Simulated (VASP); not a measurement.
## Electronic structure of Mg (slab) in real space

```yaml
crystal:
  lattice:
    - [3.14661, 0.00000, 0.00000]
    - [-1.57331, 2.72505, 0.00000]
    - [0.00000, 0.00000, 25.07778]
  atoms:
    - { symbol: Mg, position: [0.33333, 0.66667, 0.29907] }
    - { symbol: Mg, position: [0.66667, 0.33333, 0.39953] }
    - { symbol: Mg, position: [0.33333, 0.66667, 0.50000] }
    - { symbol: Mg, position: [0.66667, 0.33333, 0.60047] }
    - { symbol: Mg, position: [0.33333, 0.66667, 0.70093] }
```

All numbers below come from VASP 6.6.1, Kohn-Sham DFT of a periodic cell, LDA, VASP PAW LDA potentials, recommended.

Core electrons are frozen (PAW), and the valence fields are smoothed inside the atomic spheres.

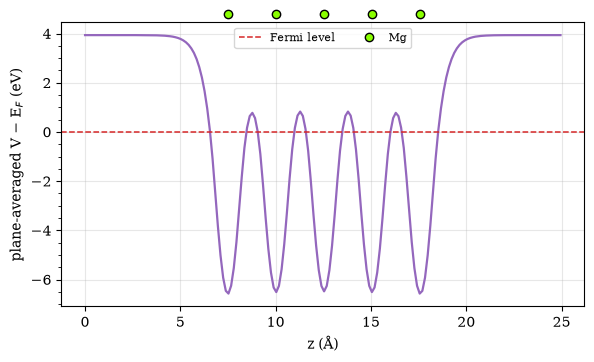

Figure 1. Plane average of the electrostatic potential energy of an electron across the slab. Circles mark the heights of the atoms.

How far above the Fermi level of the calculation is the vacuum level?

Answer. 3.9 eV.

What are the slab's thickness and the vacuum gap?

Answer. The outermost nuclei are 10.1 Å apart, in 5 atomic planes; the vacuum between periodic images is 15.0 Å wide.

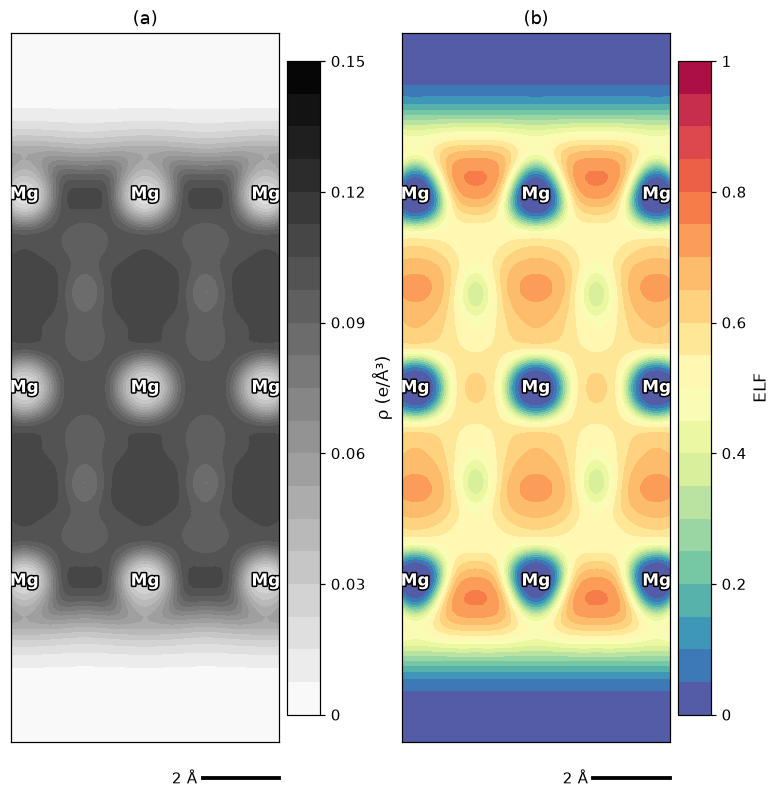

Figure 2. (a) valence electron density; (b) ELF on the (11̄0) plane of the calculation cell, a cut from vacuum to vacuum.

Interpret the plot.

Answer. The plane passes through Mg nuclei. Atoms just off the plane (Mg, 0.9 Å away) can leave unmarked features too. Mg–Mg (3.15 Å): the density is about 0.11 e/Å³ at the midpoint; the ELF peaks at about 0.70 between the atoms. The density dies away to nearly zero in the vacuum.

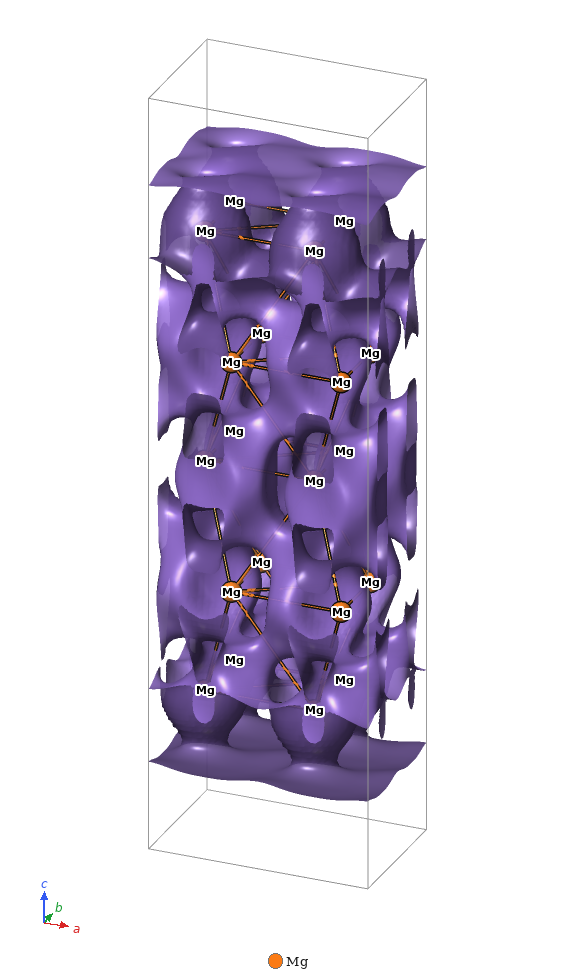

Figure 3. Isosurface of the electron localisation function at 0.55 (purple), seen slightly off an axis. Only the valence region is drawn (cores and ρ < 0.01 e/Å³ removed). Sticks mark near contacts.

Identify the bonds, lone pairs and shells in this picture.

Answer. The ELF exceeds this value in sheets that run through the cell in two directions, counted in one cell of 5 atoms. Counts are for one cell; the picture repeats the cell along the surface. There are no localised bonds or lone pairs at this value. Profiles from the grid: Mg–Mg (3.11 Å): the ELF is about 0.60 at the midpoint.
